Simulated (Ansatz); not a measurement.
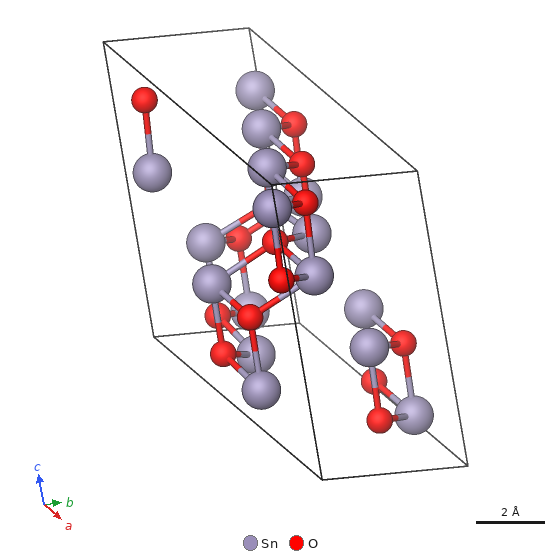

The crystal in a ball-and-stick representation, seen from a general direction. The edges of the supercell are marked. The host is SnO, in a cell of 32 sites, and the cell carries a charge of +1.

**How does this supercell depart from the perfect host?**

An oxygen vacancy. Around the empty site lie four Sn and four O at about 2.4 to 2.7 Å.

Method used: DFT PBE, scalar-relativistic, plane waves, PAW (Ansatz 0.2.0). It ran with 420 eV cutoff, the zone sampled with 3×3×3 points, Gaussian smearing of 0.02 eV, collinear spins.

**Does the defect leave unpaired spin?**

No net moment.

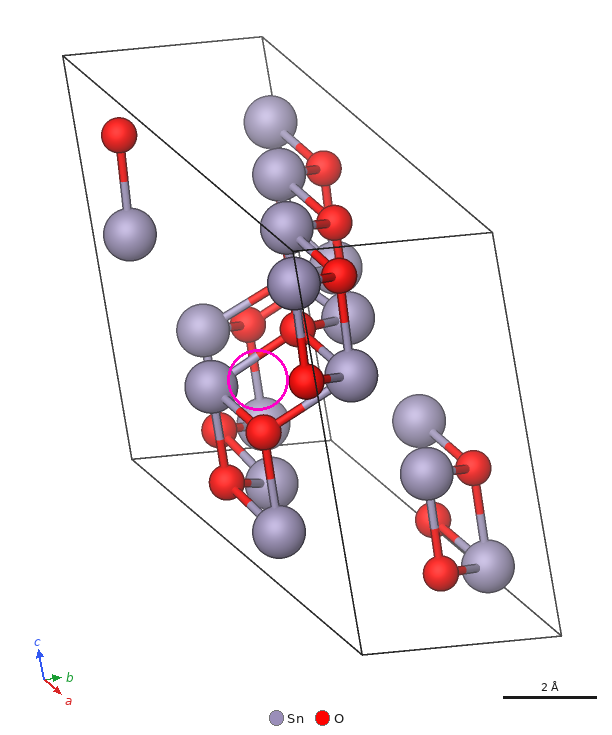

The same cell with a ring at the defect's site.

The atoms were relaxed in the host's cell with DFT PBE, scalar-relativistic, plane waves, PAW in Ansatz 0.2.0.
